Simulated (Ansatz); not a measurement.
# Geometry relaxation, with input and output: CoSi47 (charge −2) (part 5 of 5)

The same run, continued: CoSi47 (defect cell, 48 atoms in the cell, total charge −2); DFT, PBE, plane-wave PAW, default files, scalar-relativistic, spin-polarised (Ansatz 0.2.0); cutoff 420 eV, 3×2×2 k-mesh, Fermi–Dirac smearing of 0.01 eV, collinear spins. The structure derives from an entry of the Crystallography Open Database. It belongs to a series of runs on one base structure; here: Co on a Si site, charge -2, ions relaxed.

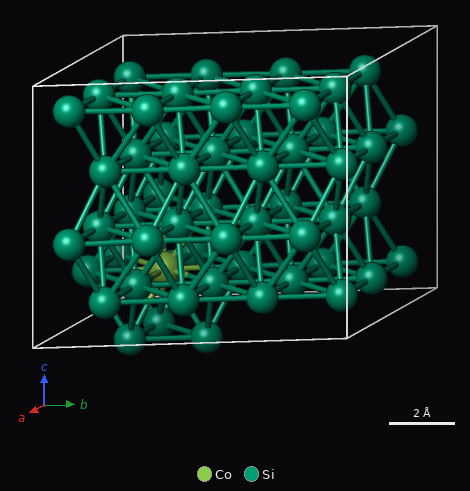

*The geometry at step 4 of the log (ball-and-stick view of the cell of the calculation, seen slightly off an axis; bonded neighbours outside the cell are drawn too).*

Trajectory as extended XYZ, continued:
```
48
Lattice="7.3320 0.0000 0.0000 -4.8880 8.4663 0.0000 0.0000 0.0000 8.3040" Properties=species:S:1:pos:R:3:forces:R:3 step=4 energy=-34936.91182
Co   -0.0056    1.4056    1.0380    0.0008  -0.0063   0.0000
Si   -0.0009    1.4245    5.1900    0.0028   0.0129   0.0000
Si   -1.2144    3.4862    1.0380   -0.0135   0.0142   0.0000
Si   -1.2081    3.5398    5.1900    0.0027   0.0134   0.0000
Si   -2.4513    5.6465    1.0380    0.0000   0.0057   0.0000
Si   -2.4418    5.6554    5.1900   -0.0015   0.0099   0.0000
Si   -3.6988    7.7887    1.0380   -0.0048  -0.0085   0.0000
Si   -3.6678    7.7825    5.1900   -0.0038   0.0108   0.0000
Si    2.3928    1.4081    1.0380    0.0026   0.0092   0.0000
Si    2.4377    1.4235    5.1900    0.0014   0.0110   0.0000
Si    1.2026    3.4823    1.0380    0.0061   0.0128   0.0000
Si    1.2152    3.5303    5.1900    0.0036   0.0108   0.0000
Si   -0.0085    5.6357    1.0380   -0.0072   0.0089   0.0000
Si    0.0052    5.6590    5.1900    0.0003   0.0126   0.0000
Si   -1.2318    7.7768    1.0380   -0.0052   0.0071   0.0000
Si   -1.2254    7.7680    5.1900   -0.0055   0.0007   0.0000
Si    4.9251    1.4065    1.0380   -0.0032   0.0090   0.0000
Si    4.8979    1.4107    5.1900   -0.0040   0.0002   0.0000
Si    3.6676    3.5080    1.0380   -0.0007  -0.0084   0.0000
Si    3.6752    3.5372    5.1900   -0.0019   0.0135   0.0000
Si    2.4425    5.6409    1.0380   -0.0081   0.0057   0.0000
Si    2.4451    5.6503    5.1900   -0.0047  -0.0040   0.0000
Si    1.2303    7.7894    1.0380   -0.0164  -0.0234   0.0000
Si    1.2227    7.7843    5.1900   -0.0055   0.0058   0.0000
Si    1.1965    0.7178    3.0735    0.0041  -0.0039   0.0001
Si    1.1965    0.7178    7.3065    0.0041  -0.0039  -0.0001
Si    0.0034    2.7880    3.0787    0.0031   0.0005   0.0075
Si    0.0034    2.7880    7.3013    0.0031   0.0005  -0.0075
Si   -1.2137    4.9300    3.1076    0.0096   0.0018   0.0022
Si   -1.2137    4.9300    7.2724    0.0096   0.0018  -0.0022
Si   -2.4513    7.0630    3.1053    0.0068  -0.0041   0.0034
Si   -2.4513    7.0630    7.2747    0.0068  -0.0041  -0.0034
Si    3.6683    0.7061    3.1048    0.0031  -0.0059  -0.0033
Si    3.6683    0.7061    7.2752    0.0031  -0.0059   0.0033
Si    2.4431    2.8122    3.1277    0.0008  -0.0067   0.0121
Si    2.4431    2.8122    7.2523    0.0008  -0.0067  -0.0121
Si    1.2226    4.9197    3.1050    0.0075  -0.0067  -0.0052
Si    1.2226    4.9197    7.2750    0.0075  -0.0067   0.0052
Si    0.0084    7.0654    3.1119    0.0022  -0.0058   0.0078
Si    0.0084    7.0654    7.2681    0.0022  -0.0058  -0.0078
Si    6.1364    0.7152    3.0779   -0.0023  -0.0049  -0.0039
Si    6.1364    0.7152    7.3021   -0.0023  -0.0049   0.0039
Si    4.8963    2.8173    3.1248    0.0001  -0.0044   0.0130
Si    4.8963    2.8173    7.2552    0.0001  -0.0044  -0.0130
Si    3.6725    4.9344    3.1055    0.0013  -0.0079  -0.0114
Si    3.6725    4.9344    7.2745    0.0013  -0.0079   0.0114
Si    2.4427    7.0558    3.1214   -0.0037  -0.0137   0.0192
Si    2.4427    7.0558    7.2586   -0.0037  -0.0137  -0.0192
```

Results in brief:

| quantity | value |
| --- | --- |
| outcome | converged |
| electrons treated | 207 |
| free energy | −34936.9118 eV |
| Fermi energy | 15.563 eV |
| net moment of the cell | 0.00 μB |
| integrated absolute moment | 0.00 μB |
| pressure | 44.41 GPa |
| final volume | 515.47 Å³ |
| field gradient V_zz (10²¹ V/m²) | Co 1.63, Si 1.32, Si −0.57, Si −0.41, Si 0.52, Si −0.84, Si 0.32, Si −0.46 (the first 8 of 48 sites) |
| largest force (length of the vector) at the end | 0.029 eV/Å |
| wall time | 3.7 min (CPU time 14 min) |
| peak memory | 2.6 GiB |

Remarks:

Warnings of the run: some starting moments were not kept; the SCF threshold is looser than advised for the printed stress.
